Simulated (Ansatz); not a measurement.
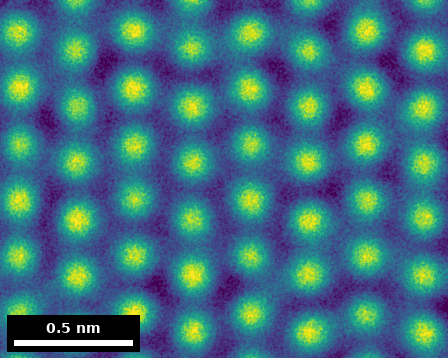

HAADF-like image of Mo (P6_3/mmc, No. 194) along [100]. Simulation: incoherent imaging, intensity Z^1.7 per atom, probe width 1.25 Å, thin sample. The probe carries 25 % of its weight in a tail 2.5 times as wide. The display is stretched by a gamma of 0.8; percentages refer to the linear signal. Shot noise and the speckle of an amorphous layer were added. Structure used: coordinates from a relaxation at fixed volume with Ansatz, DFT PBE, spin-orbit coupling, plane waves, PAW; the starting structure was generated, so it need not be a known form of this composition.

### What can be read from this image?

The columns repeat on a rectangular net of 2.39 × 4.90 Å (plane group p2mg). All columns are alike (Mo). The shortest distance between visible columns is 2.39 Å in projection. Along the beam the structure repeats every 2.76 Å.
